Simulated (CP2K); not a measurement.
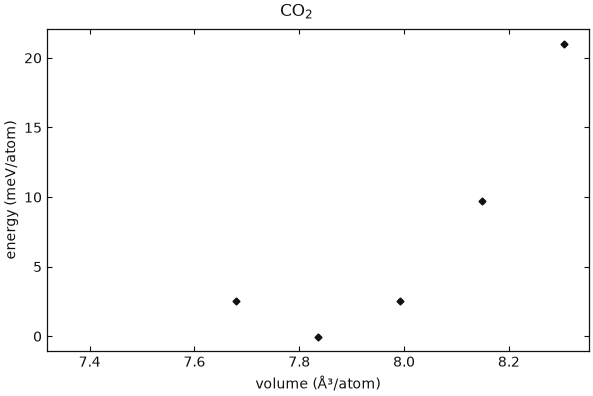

Plotted: energy against volume for CO₂, space group I-42d (No. 122).

Cell as given: a = 4.109 Å, b = 4.109 Å, c = 4.109 Å, α = 122.55°, β = 122.55°, γ = 85.63°; 6 atoms.

How it was computed, with CP2K 2026.2: DFT in Gaussian orbitals with a plane-wave density, no spin polarisation; energies at scaled volumes of the given cell, shape and fractions fixed, counted from the fit's minimum, third-order Birch-Murnaghan fit. Level: PBEsol.

- k mesh: 9×9×9
- occupations: Fermi–Dirac
- smearing width: 0.05 eV
- potentials: GTH PBE with UZH TZVP basis
- density cutoff: 8163 eV
- program settings: ngrids 5, basis sets O TZVP-MOLOPT-PBE-GTH-q6, basis sets C TZVP-MOLOPT-PBE-GTH-q4, cutoff ry 600 Ry, rel cutoff ry 60 Ry

The points at volume 7.3655 Å³/atom and 7.5222 Å³/atom are left out of the plot. What values does the calculation give there?

```
volume (Å³/atom)  energy (meV/atom)
          7.3655              25.77
          7.5222              11.18
```

Keep in mind: shape and atomic fractions are frozen while scaling, which makes layered, chain and framework solids too stiff.
